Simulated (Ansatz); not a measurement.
Run report: Zn15Se16, geometry relaxation (part 1 of 3)

System: Zn15Se16 (defect cell, 31 atoms in the cell).
Method: DFT PBE, scalar-relativistic, plane waves, PAW, spin-polarised (Ansatz 0.2.0).

The structure derives from a Materials Project entry. It belongs to a series of runs on one base structure; here: Zn vacancy (site a), charge +0, atoms relaxed at the host's cell.

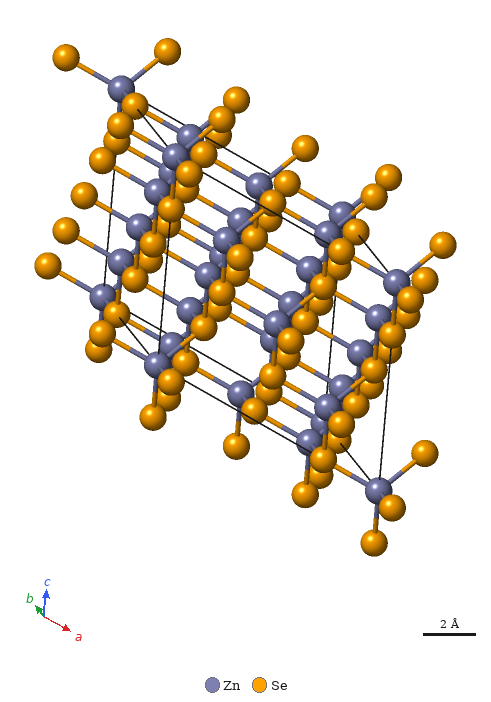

**Figure 1.** The input geometry (ball-and-stick view of the cell of the calculation, seen slightly off an axis; bonded neighbours outside the cell are drawn too). An atom can appear more than once, as a periodic image. Near neighbours in the periodic cell (some may lie outside the picture): Zn has 4 Se at 2.48 Å; Se has 3 Zn at 2.48 Å; Se has 4 Zn at 2.48 Å.

### Input file
```yaml
crystal:
  lattice:
    - [-5.7317611754, 5.7317611754, -5.7317611754]
    - [5.7317611754, -5.7317611754, -5.7317611754]
    - [-5.7317611754, -5.7317611754, 5.7317611754]
  atoms:
    - { symbol: Zn, position: [0.25, 0.25, 0.5] }
    - { symbol: Zn, position: [0.0, 0.25, 0.75] }
    - { symbol: Zn, position: [0.75, 0.0, 0.25] }
    - { symbol: Zn, position: [0.75, 0.25, 0.0] }
    - { symbol: Zn, position: [0.5, 0.0, 0.5] }
    - { symbol: Zn, position: [0.25, 0.0, 0.75] }
    - { symbol: Zn, position: [0.0, 0.75, 0.25] }
    - { symbol: Zn, position: [1.0, 1.0, 1.0] }
    - { symbol: Zn, position: [0.75, 0.75, 0.5] }
    - { symbol: Zn, position: [0.5, 0.75, 0.75] }
    - { symbol: Zn, position: [0.25, 0.5, 0.25] }
    - { symbol: Zn, position: [0.25, 0.75, 0.0] }
    - { symbol: Zn, position: [0.0, 0.5, 0.5] }
    - { symbol: Zn, position: [0.75, 0.5, 0.75] }
    - { symbol: Zn, position: [0.5, 0.5, 0.0] }
    - { symbol: Se, position: [0.5, 0.0, 0.25], spin: 0.5 }
    - { symbol: Se, position: [0.25, 0.0, 0.5] }
    - { symbol: Se, position: [0.0, 0.0, 0.75] }
    - { symbol: Se, position: [0.75, 0.75, 0.25] }
    - { symbol: Se, position: [0.75, 0.0, 0.0] }
    - { symbol: Se, position: [0.5, 0.75, 0.5] }
    - { symbol: Se, position: [0.25, 0.75, 0.75] }
    - { symbol: Se, position: [0.0, 0.5, 0.25] }
    - { symbol: Se, position: [0.0, 0.75, 0.0] }
    - { symbol: Se, position: [0.75, 0.5, 0.5], spin: 0.5 }
    - { symbol: Se, position: [0.5, 0.5, 0.75] }
    - { symbol: Se, position: [0.25, 0.25, 0.25], spin: 0.5 }
    - { symbol: Se, position: [0.25, 0.5, 0.0] }
    - { symbol: Se, position: [0.0, 0.25, 0.5] }
    - { symbol: Se, position: [0.75, 0.25, 0.75] }
    - { symbol: Se, position: [0.5, 0.25, 0.0], spin: 0.5 }
  host:
    lattice:
      - [0.0, 2.8658805877, 2.8658805877]
      - [2.8658805877, 0.0, 2.8658805877]
      - [2.8658805877, 2.8658805877, 0.0]
    atoms:
      - { symbol: Zn, position: [0.0, 0.0, 0.0] }
      - { symbol: Se, position: [0.75, 0.75, 0.75] }
basis:
  ecutwfc: 420
  xc_grid: 2
kpoints:
  mp_grid: { grid: [2, 2, 2], shift: [0.5, 0.5, 0.5] }
hamiltonian:
  xc: pbe
scf:
  occupations: { method: gaussian, width: 0.01 }
output:
  forces: true
  stress: false
  eigenvalues: true
  populations: true
  charged_corrections:
    defect_position: [0.5, 0.25, 0.25]
    epsilon: [[10.789, 0.0, 0.0], [0.0, 10.789, 0.0], [0.0, 0.0, 10.789]]
  write_density: true
  write_potential: true
  elf: true
  volumetric_format: npy
magnetization:
  spin_polarized: true
relax:
  adjacent_minimum: "off"
  f_tol: 0.025
  max_steps: 45
```

Run as:
```bash
ansatz run input.yaml --threads 4 --pin off --max-ram 10240MiB --backend cpu --events-out ev --progress --plain --runs-dir out
```

### What the program printed
```
Engine: ansatz 0.2.0, x86_64-unknown-linux-gnu
Pseudopotentials: kind: paw
Pseudopotential: Zn, paw, valence charge 12, recommended cutoff 420 eV (normal), Zn.paw.azcp
Pseudopotential: Se, paw, valence charge 16, recommended cutoff 420 eV (normal), Se.paw.azcp
Functional definition: PBE
  parameter kappa = 0.804
  parameter beta = 0.06672455060314922
  exchange = pbe_x(kappa = kappa, mu = beta*pi^2/3)
  correlation = pbe_c(beta = beta)
Crystal: 31 atoms, lattice volume = 753.224 Å³
Basis set: ecut = 420 eV, 14771 PW (Γ), exchange–correlation on 144×144×144 points (8 copies of the dense FFT grid, shifted against one another)
Bands: 263, of which v1, the nominal top of the filled ones, is band 218 counted from 1 (217 counted from 0)
Symmetry: 24 space group operations
Space group: I-43m (ITA 217), of the structure as read, at distance tolerance 9.1e-5 Å
Magnetic group: BNS 217.78 (UNI 1580), of the structure as read, at distance tolerance 9.1e-5 Å
k-points: 2 of 8 (time reversal used)
Non-local potential: Zn, projectors of the file, l = 0: 2, l = 1: 2, l = 2: 3, l = 3: 1
Non-local potential: Se, projectors of the file, l = 0: 2, l = 1: 2, l = 2: 3, l = 3: 1
PAW form: soft (Blöchl's): semilocal exchange-correlation on the pseudo side does not see the compensation charge
PAW one-centre angular grid: Zn, 590 points (default); XC on 64 Gauss nodes
PAW one-centre angular grid: Se, 590 points (default); XC on 64 Gauss nodes
Initial density: superposition of atomic densities (chi_scale 0.1, normalization cell, long waves kept (reshape's long-wave potential 0.17 eV rms))
Starting moments: Σ|m| = 2 μB on 4 of 31 sites
Initial wavefunctions: pseudopotential atomic-orbital guess
Functional: x = pbe(κ = 0.804, μ = 0.2195149727645171), c = pbe(β = 0.06672455060314922)
SCF iter   1: F=—  HF=-137315.538972 eV  |F-HF|=—  |Δ(HF+E_count)|=         —  Δρ=3.27e-2 (↑3.27e-2 ↓2.95e-2)  dr2=1.66e1  dr2_m=1.45e0  M=2.000 μB ∫|m|=2.064 μB  β_m=0.30  ethr=3.10e-3  ⟨swp⟩=6.0  Hψ=4104  notcnv=0
preconditioner: auto → Resta (q_TF=auto, 2.491 Å⁻¹)  ε∞=4.7  [insulator: Δε(μ)=0.062 eV  Ē_g=11.729 eV  σ=0.010 eV  W_gap=0.83  n_scr=200 (ndim 8)  ℏωp=22.5 eV  f_vac=0.081  D(μ)=53.00/eV (n_scr^D=602)  ε∞_Penn≈4.7]
spin=Collinear: Resta preconditioning applied to the charge; magnetization (m = ρ↑ − ρ↓) channel mixes plain (no charge-response kernel on spin).
SCF iter   2: F=—  HF=-137311.744831 eV  |F-HF|=—  |Δ(HF+E_count)|=    3.79e0  Δρ=1.93e-2 (↑1.93e-2 ↓1.61e-2)  dr2=4.95e0  dr2_m=7.16e-1  M=2.000 μB ∫|m|=2.079 μB  β_m=0.30  ethr=3.10e-3  ⟨swp⟩=2.0  Hψ=1724  notcnv=0  defer=156
SCF iter   3: F=—  HF=-137310.218262 eV  |F-HF|=—  |Δ(HF+E_count)|=    1.53e0  Δρ=9.87e-3 (↑9.87e-3 ↓7.33e-3)  dr2=5.67e-1  dr2_m=3.50e-1  M=2.000 μB ∫|m|=2.087 μB  β_m=0.30  ethr=1.14e-3  ⟨swp⟩=2.0  Hψ=1551  notcnv=0  defer=156
SCF iter   4: F=—  HF=-137310.064291 eV  |F-HF|=—  |Δ(HF+E_count)|=   1.54e-1  Δρ=5.41e-3 (↑5.41e-3 ↓4.96e-3)  dr2=7.61e-2  dr2_m=1.72e-1  M=2.000 μB ∫|m|=2.099 μB  β_m=0.30  ethr=1.30e-4  ⟨swp⟩=2.0  Hψ=1762  notcnv=0  defer=156
SCF iter   5: F=—  HF=-137310.084575 eV  |F-HF|=—  |Δ(HF+E_count)|=   2.03e-2  Δρ=3.89e-3 (↑3.68e-3 ↓3.89e-3)  dr2=4.15e-2  dr2_m=8.56e-2  M=2.000 μB ∫|m|=2.109 μB  β_m=0.30  ethr=1.74e-5  ⟨swp⟩=2.0  Hψ=1424  notcnv=0  defer=156
SCF iter   6: F=—  HF=-137310.083003 eV  |F-HF|=—  |Δ(HF+E_count)|=   1.57e-3  Δρ=2.71e-3 (↑2.45e-3 ↓2.71e-3)  dr2=1.07e-2  dr2_m=4.27e-2  M=2.000 μB ∫|m|=2.117 μB  β_m=1.00  ethr=9.52e-6  ⟨swp⟩=2.0  Hψ=1108  notcnv=0  defer=156
SCF iter   7: F=—  HF=-137310.080362 eV  |F-HF|=—  |Δ(HF+E_count)|=   2.64e-3  Δρ=2.83e-4 (↑2.24e-4 ↓2.83e-4)  dr2=8.66e-4  dr2_m=1.04e-4  M=2.000 μB ∫|m|=2.136 μB  β_m=0.30  ethr=2.46e-6  ⟨swp⟩=2.2  Hψ=1793  notcnv=0  defer=156
SCF iter   8: F=—  HF=-137310.085287 eV  |F-HF|=—  |Δ(HF+E_count)|=   4.93e-3  Δρ=2.82e-4 (↑2.58e-4 ↓2.82e-4)  dr2=1.12e-3  dr2_m=5.94e-5  M=2.000 μB ∫|m|=2.139 μB  β_m=1.00  ethr=1.99e-7  ⟨swp⟩=2.0  Hψ=1529  notcnv=0  defer=156
SCF iter   9: F=—  HF=-137310.088009 eV  |F-HF|=—  |Δ(HF+E_count)|=   2.72e-3  Δρ=1.13e-4 (↑1.13e-4 ↓1.05e-4)  dr2=2.25e-4  dr2_m=4.46e-6  M=2.000 μB ∫|m|=2.144 μB  β_m=1.00  ethr=1.99e-7  ⟨swp⟩=2.0  Hψ=1548  notcnv=0  defer=156
SCF iter  10: F=—  HF=-137310.088920 eV  |F-HF|=—  |Δ(HF+E_count)|=   9.10e-4  Δρ=7.12e-5 (↑7.12e-5 ↓6.66e-5)  dr2=9.88e-5  dr2_m=1.04e-6  M=2.000 μB ∫|m|=2.146 μB  β_m=1.00  ethr=5.16e-8  ⟨swp⟩=2.0  Hψ=1464  notcnv=0  defer=156
SCF iter  11: F=—  HF=-137310.089379 eV  |F-HF|=—  |Δ(HF+E_count)|=   4.60e-4  Δρ=1.54e-5 (↑1.54e-5 ↓1.33e-5)  dr2=2.39e-6  dr2_m=3.10e-7  M=2.000 μB ∫|m|=2.146 μB  β_m=1.00  ethr=2.27e-8  ⟨swp⟩=2.0  Hψ=1487  notcnv=0  defer=156
SCF iter  12: F=—  HF=-137310.089657 eV  |F-HF|=—  |Δ(HF+E_count)|=   2.77e-4  Δρ=1.33e-5 (↑1.08e-5 ↓1.33e-5)  dr2=2.15e-6  dr2_m=1.48e-7  M=2.000 μB ∫|m|=2.147 μB  β_m=0.30  ethr=5.48e-10  ⟨swp⟩=3.0  Hψ=1557  notcnv=0  defer=156
Mixer restart at iter 12: flushing history
spin-set hold released at iteration 12 (site moments contracting): the magnetisation degrees of freedom join the quasi-Newton model from the next iteration; the mixer history was flushed
SCF iter  13: F=—  HF=-137310.089795 eV  |F-HF|=—  |Δ(HF+E_count)|=   1.38e-4  Δρ=1.24e-5 (↑9.85e-6 ↓1.24e-5)  dr2=1.49e-6  dr2_m=2.09e-7  M=2.000 μB ∫|m|=2.147 μB  β_m=0.65  ethr=4.93e-10  ⟨swp⟩=14.2  Hψ=9905  notcnv=0
SCF iter  14: F=—  HF=-137310.089934 eV  |F-HF|=—  |Δ(HF+E_count)|=   1.40e-4  Δρ=4.31e-6 (↑4.31e-6 ↓3.28e-6)  dr2=6.69e-8  dr2_m=7.82e-8  M=2.000 μB ∫|m|=2.148 μB  β_m=0.70  ethr=3.42e-10  ⟨swp⟩=9.2  Hψ=8578  notcnv=0
SCF iter  15: F=-137310.089934 eV  HF=-137310.089935 eV  |F-HF|=2.69e-7  |Δ(HF+E_count)|=   7.23e-8  Δρ=3.60e-6 (↑2.96e-6 ↓3.60e-6)  dr2=1.67e-7  dr2_m=1.31e-8  M=2.000 μB ∫|m|=2.148 μB  ethr=1.53e-11  ⟨swp⟩=8.0  Hψ=6198  notcnv=0
SCF 1 converged in 15 iterations: F = -137310.089934 eV  dr2 = 1.67e-7
  greatest PAW one-centre occupation: 1.000 electrons in one spin orbital (limit 2), on the Se atom at site 26 (counted from 0), in its partial waves of l = 2
relax step   1: F+E_penalty+E_count = -137310.08993430 eV  Δ(F+E_penalty+E_count) = +0.000e0 eV  max|allowed force component| = 1.317e-1 eV/Å  Δτ_max = 0.0000 Å  (15 SCF iters, dr2 threshold 1.56e-5 eV, accepted)
Initial density: handed on by an earlier stage of this run
Starting moments: Σ|m| = 2 μB on 4 of 31 sites; this step starts from the density that it was given
Initial wavefunctions: those handed on with the density
iter 1 solved again at ethr=8.25e-6 eV; its pass at ethr=3.10e-3 eV (dr2=3.60e-2 eV) is discarded
SCF iter   1: F=—  HF=-137310.144254 eV  |F-HF|=—  |Δ(HF+E_count)|=         —  Δρ=2.56e-3 (↑2.56e-3 ↓2.08e-3)  dr2=3.60e-2  dr2_m=2.15e-2  M=2.000 μB ∫|m|=2.141 μB  β_m=0.30  ethr=8.25e-6  ⟨swp⟩=2.0  Hψ=3238  notcnv=0  defer=156
preconditioner: auto → Resta (q_TF=auto, 2.491 Å⁻¹)  ε∞=5.4  [insulator: Δε(μ)=0.200 eV  Ē_g=10.765 eV  σ=0.010 eV  W_gap=0.83  n_scr=200 (ndim 8)  ℏωp=22.5 eV  f_vac=0.131  D(μ)=53.00/eV (n_scr^D=602)  ε∞_Penn≈5.4]
spin=Collinear: Resta preconditioning applied to the charge; magnetization (m = ρ↑ − ρ↓) channel mixes plain (no charge-response kernel on spin).
SCF iter   2: F=—  HF=-137310.141230 eV  |F-HF|=—  |Δ(HF+E_count)|=   3.02e-3  Δρ=1.78e-3 (↑1.78e-3 ↓1.47e-3)  dr2=1.62e-2  dr2_m=1.09e-2  M=2.000 μB ∫|m|=2.140 μB  β_m=0.63  ethr=8.25e-6  ⟨swp⟩=2.0  Hψ=1196  notcnv=0  defer=156
SCF iter   3: F=—  HF=-137310.141620 eV  |F-HF|=—  |Δ(HF+E_count)|=   3.90e-4  Δρ=1.56e-4 (↑1.23e-4 ↓1.56e-4)  dr2=2.72e-4  dr2_m=5.83e-5  M=2.000 μB ∫|m|=2.140 μB  β_m=0.70  ethr=3.71e-6  ⟨swp⟩=2.2  Hψ=1483  notcnv=0  defer=156
SCF iter   4: F=—  HF=-137310.141607 eV  |F-HF|=—  |Δ(HF+E_count)|=   1.31e-5  Δρ=1.03e-4 (↑7.84e-5 ↓1.03e-4)  dr2=1.55e-4  dr2_m=9.77e-6  M=2.000 μB ∫|m|=2.140 μB  β_m=0.66  ethr=6.25e-8  ⟨swp⟩=2.0  Hψ=1532  notcnv=0  defer=156
SCF iter   5: F=—  HF=-137310.141581 eV  |F-HF|=—  |Δ(HF+E_count)|=   2.59e-5  Δρ=2.33e-5 (↑1.81e-5 ↓2.33e-5)  dr2=1.40e-5  dr2_m=5.61e-7  M=2.000 μB ∫|m|=2.140 μB  β_m=0.70  ethr=3.55e-8  ⟨swp⟩=2.0  Hψ=1410  notcnv=0  defer=156
SCF iter   6: F=—  HF=-137310.141588 eV  |F-HF|=—  |Δ(HF+E_count)|=   6.50e-6  Δρ=7.98e-6 (↑7.03e-6 ↓7.98e-6)  dr2=3.29e-6  dr2_m=5.15e-8  M=2.000 μB ∫|m|=2.140 μB  β_m=0.80  ethr=3.21e-9  ⟨swp⟩=2.0  Hψ=1529  notcnv=0  defer=156
iter 7 did not close the SCF: its close was put off for a magnetic moment that had not settled (scf_convergence_deferred on its scf_iter line)
SCF iter   7: F=-137310.141591 eV  HF=-137310.141590 eV  |F-HF|=2.59e-7  |Δ(HF+E_count)|=   2.94e-6  Δρ=3.70e-6 (↑3.00e-6 ↓3.70e-6)  dr2=5.29e-7  dr2_m=9.06e-9  M=2.000 μB ∫|m|=2.140 μB  β_m=0.80  ethr=2.49e-10  ⟨swp⟩=13.8  Hψ=9172  notcnv=0
SCF iter   8: F=-137310.141591 eV  HF=-137310.141591 eV  |F-HF|=3.88e-8  |Δ(HF+E_count)|=   4.60e-7  Δρ=1.14e-6 (↑1.06e-6 ↓1.14e-6)  dr2=4.31e-8  dr2_m=1.36e-9  M=2.000 μB ∫|m|=2.140 μB  ethr=1.21e-10  ⟨swp⟩=6.2  Hψ=6360  notcnv=0
SCF 2 converged in 8 iterations: F = -137310.141591 eV  dr2 = 4.31e-8
  greatest PAW one-centre occupation: 1.000 electrons in one spin orbital (limit 2), on the Se atom at site 30 (counted from 0), in its partial waves of l = 2
relax step   2: F+E_penalty+E_count = -137310.14159098 eV  Δ(F+E_penalty+E_count) = -5.166e-2 eV  max|allowed force component| = 5.242e-2 eV/Å  Δτ_max = 0.0394 Å  (8 SCF iters, dr2 threshold 1.08e-6 eV, accepted)
SCF iter   1: F=—  HF=-137310.151530 eV  |F-HF|=—  |Δ(HF+E_count)|=         —  Δρ=1.08e-3 (↑1.08e-3 ↓9.29e-4)  dr2=9.27e-3  dr2_m=2.65e-3  M=2.000 μB ∫|m|=2.137 μB  β_m=0.30  ethr=1.90e-5  ⟨swp⟩=3.5  Hψ=1845  notcnv=0  defer=156
preconditioner: auto → Resta (q_TF=auto, 2.491 Å⁻¹)  ε∞=5.4  [insulator: Δε(μ)=0.183 eV  Ē_g=10.758 eV  σ=0.010 eV  W_gap=0.83  n_scr=200 (ndim 8)  ℏωp=22.5 eV  f_vac=0.129  D(μ)=53.00/eV (n_scr^D=602)  ε∞_Penn≈5.4]
spin=Collinear: Resta preconditioning applied to the charge; magnetization (m = ρ↑ − ρ↓) channel mixes plain (no charge-response kernel on spin).
SCF iter   2: F=—  HF=-137310.150033 eV  |F-HF|=—  |Δ(HF+E_count)|=   1.50e-3  Δρ=7.49e-4 (↑7.49e-4 ↓6.48e-4)  dr2=4.25e-3  dr2_m=1.34e-3  M=2.000 μB ∫|m|=2.137 μB  β_m=0.62  ethr=2.13e-6  ⟨swp⟩=1.2  Hψ=1215  notcnv=0  defer=156
SCF iter   3: F=—  HF=-137310.149228 eV  |F-HF|=—  |Δ(HF+E_count)|=   8.04e-4  Δρ=6.20e-5 (↑4.29e-5 ↓6.20e-5)  dr2=5.96e-5  dr2_m=8.29e-6  M=2.000 μB ∫|m|=2.137 μB  β_m=0.81  ethr=9.75e-7  ⟨swp⟩=2.2  Hψ=1448  notcnv=0  defer=156
SCF iter   4: F=—  HF=-137310.149105 eV  |F-HF|=—  |Δ(HF+E_count)|=   1.23e-4  Δρ=3.30e-5 (↑3.02e-5 ↓3.30e-5)  dr2=1.89e-5  dr2_m=4.17e-7  M=2.000 μB ∫|m|=2.137 μB  β_m=0.69  ethr=1.37e-8  ⟨swp⟩=2.0  Hψ=1505  notcnv=0  defer=156
SCF iter   5: F=—  HF=-137310.149098 eV  |F-HF|=—  |Δ(HF+E_count)|=   7.67e-6  Δρ=1.33e-5 (↑1.23e-5 ↓1.33e-5)  dr2=3.42e-6  dr2_m=8.28e-8  M=2.000 μB ∫|m|=2.137 μB  β_m=0.62  ethr=4.33e-9  ⟨swp⟩=2.0  Hψ=1529  notcnv=0  defer=156
SCF iter   6: F=—  HF=-137310.149097 eV  |F-HF|=—  |Δ(HF+E_count)|=   1.18e-7  Δρ=4.97e-6 (↑3.70e-6 ↓4.97e-6)  dr2=7.07e-7  dr2_m=2.22e-8  M=2.000 μB ∫|m|=2.137 μB  β_m=0.80  ethr=7.84e-10  ⟨swp⟩=2.0  Hψ=1383  notcnv=0  defer=156
SCF iter   7: F=—  HF=-137310.149098 eV  |F-HF|=—  |Δ(HF+E_count)|=   7.23e-7  Δρ=1.91e-6 (↑1.79e-6 ↓1.91e-6)  dr2=2.17e-7  dr2_m=8.51e-10  M=2.000 μB ∫|m|=2.137 μB  β_m=0.73  ethr=1.62e-10  ⟨swp⟩=2.0  Hψ=1529  notcnv=0  defer=156
SCF iter   8: F=-137310.149098 eV  HF=-137310.149098 eV  |F-HF|=1.52e-8  |Δ(HF+E_count)|=   6.77e-8  Δρ=5.42e-7 (↑5.22e-7 ↓5.42e-7)  dr2=1.46e-8  dr2_m=1.55e-10  M=2.000 μB ∫|m|=2.137 μB  ethr=2.29e-11  ⟨swp⟩=13.0  Hψ=6956  notcnv=0
SCF 3 converged in 8 iterations: F = -137310.149098 eV  dr2 = 1.46e-8
  greatest PAW one-centre occupation: 1.000 electrons in one spin orbital (limit 2), on the Se atom at site 24 (counted from 0), in its partial waves of l = 2
relax step   3: F+E_penalty+E_count = -137310.14909822 eV  Δ(F+E_penalty+E_count) = -7.507e-3 eV  max|allowed force component| = 1.798e-2 eV/Å  Δτ_max = 0.0171 Å  (8 SCF iters, accepted)
```

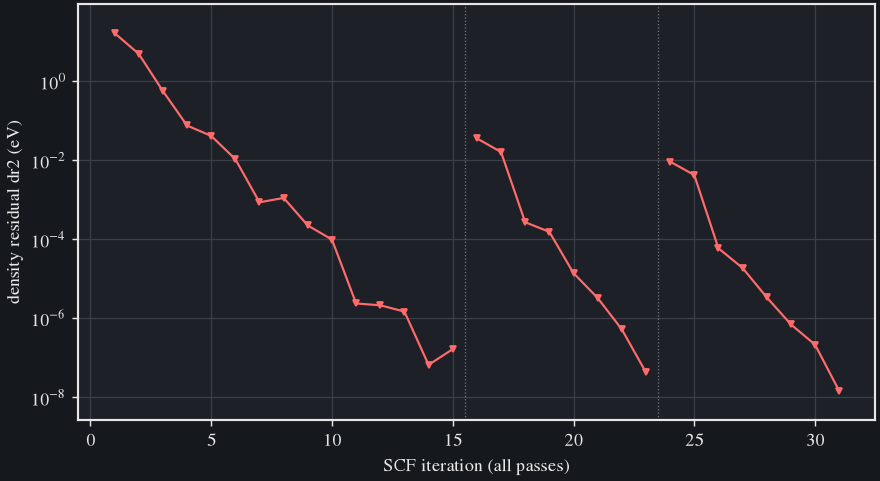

**Figure 2.** Convergence of the self-consistent field: density residual dr2 against the SCF iteration. The dotted lines part the SCF passes of the relaxation: geometry steps, rejected trials and re-solves on a re-selected basis. The passes take 15, 8 and 8 iterations.

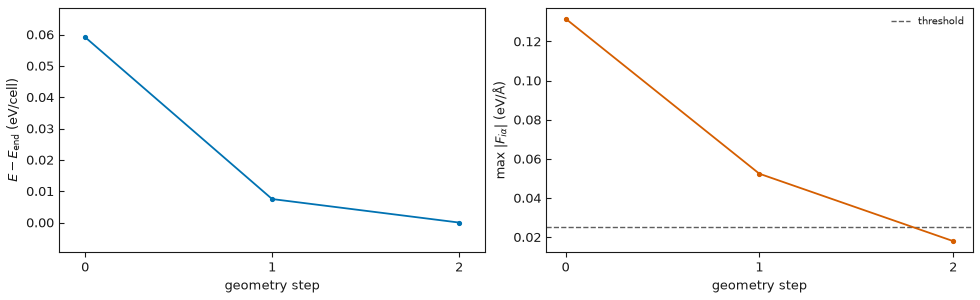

**Figure 3.** Progress of the relaxation, step by step (the first geometry is step 0 here and step 1 in the log).
